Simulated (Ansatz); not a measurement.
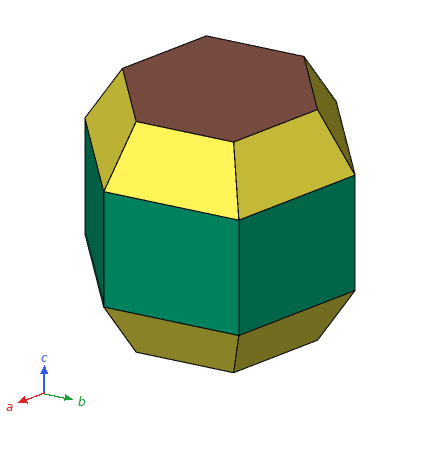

BFDH (Bravais–Friedel–Donnay–Harker) growth shape, computed from the cell and space group alone: each face lies at a distance from the centre proportional to 1/d(hkl), with d taken for the first order that the space group does not extinguish. It ignores bonding, solvent and kinetics. Faces of one form share a colour. Cell of SiC: space group P6_3mc (No. 186), a = 3.076 Å, b = 3.076 Å, c = 5.048 Å, α = 90.00°, β = 90.00°, γ = 120.00°. Source: coordinates from a relaxation with Ansatz 0.2.0, DFT, PBEsol, plane waves, PAW; the starting structure was generated, so it need not be a known form of this composition. Forms under 0.4 % of the area are left out. Forms are taken in the Laue class: a face and its opposite count as one form.

**Give the Miller indices of each colour.**

teal: {100} (d = 2.66 Å, 41 % of the area); yellow: {101} (d = 2.36 Å, 39 % of the area); brown: {002} (d = 2.52 Å, 20 % of the area).
